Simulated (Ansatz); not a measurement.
System: W (space group Im-3m).

How it was computed, with Ansatz 0.2.0 development build: equation of state of a cubic crystal from periodic Kohn-Sham density functional theory without spin, third-order Birch-Murnaghan fit to the free energies; pressure corrected for the finite basis.

```csv
setting,value
structure type,bcc
atoms in cell,1
space group number,229
lattice centring,body-centred primitive
occupation method,Fermi–Dirac
datasets,soft-1 PAW
density tolerance,1e-07 eV
bands,11
density cutoff ratio,4
search for lower states,default
```

Settings that differ: r2SCAN: wave cutoff 500 eV, k mesh 15×15×15, occupation width 0.1 eV; HSE06: wave cutoff 420 eV, k mesh 6×6×6, exchange singularity Wigner-Seitz, occupation width 0.1 eV; PBE: wave cutoff 420 eV, k mesh 24×24×24, occupation width 0.0612 eV.

Predict the energy above the lowest point against volume, with one curve for each functional. The cases: r2SCAN; HSE06; PBE.

The fitted equilibrium volumes, smallest first, are HSE06 15.71, r2SCAN 15.92, PBE 16.14 Å³/atom. The fitted bulk moduli, smallest first, are PBE 303, r2SCAN 321, HSE06 328 GPa.

r2SCAN:
```tsv
volume (Å³/atom)	energy above the lowest point (meV/atom)
14.86	79.7
15.34	22.0
15.82	0.0
16.31	8.6
16.79	43.2
```

HSE06:
```tsv
volume (Å³/atom)	energy above the lowest point (meV/atom)
14.65	82.2
15.13	22.8
15.61	0.0
16.09	8.0
16.56	42.3
```

PBE:
```tsv
volume (Å³/atom)	energy above the lowest point (meV/atom)
15.18	59.9
15.50	25.4
15.82	6.0
16.15	0.0
16.47	6.3
16.79	23.5
17.12	50.7
```

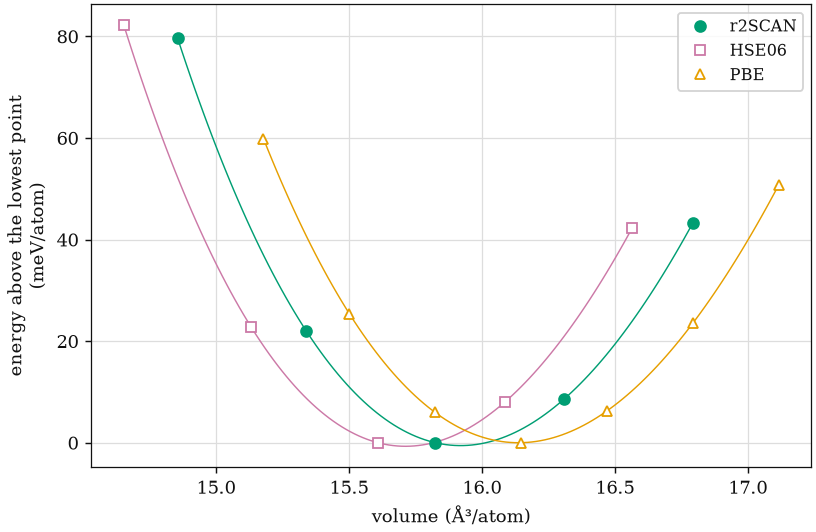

Note: coarse k-mesh, values are not converged in k (HSE06); modest k-mesh, values are not fully converged in k (PBE).
